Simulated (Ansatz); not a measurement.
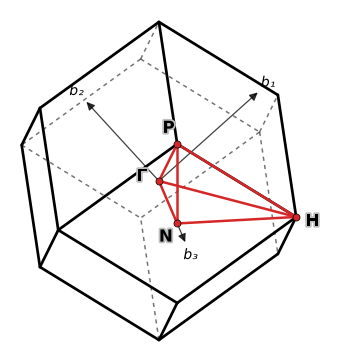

Crystal: Ge, coordinates from a relaxation with DFT PBE, scalar-relativistic, plane waves, PAW in Ansatz 0.2.0; the starting structure was generated, so it need not be a known form of this composition. The figure shows the first Brillouin zone with its special points and a band path. Symmetry computed with spglib at a tolerance of 0.002 Å; standard conventional cell.

Labels and path follow the convention of Hinuma et al. (2017), as computed by seekpath; the arrows show the directions of the reciprocal primitive vectors b₁, b₂, b₃.

What lattice type do the shape and the labels point to?

Answer. A body-centred cubic lattice (cI; extended symbol cI1). The zone is a rhombic dodecahedron in its combinatorial type: 12 faces (12 with 4 edges), 24 edges, 14 vertices.

In which order does the conventional band path visit the special points?

Answer. Γ–H–N–Γ–P–H | P–N
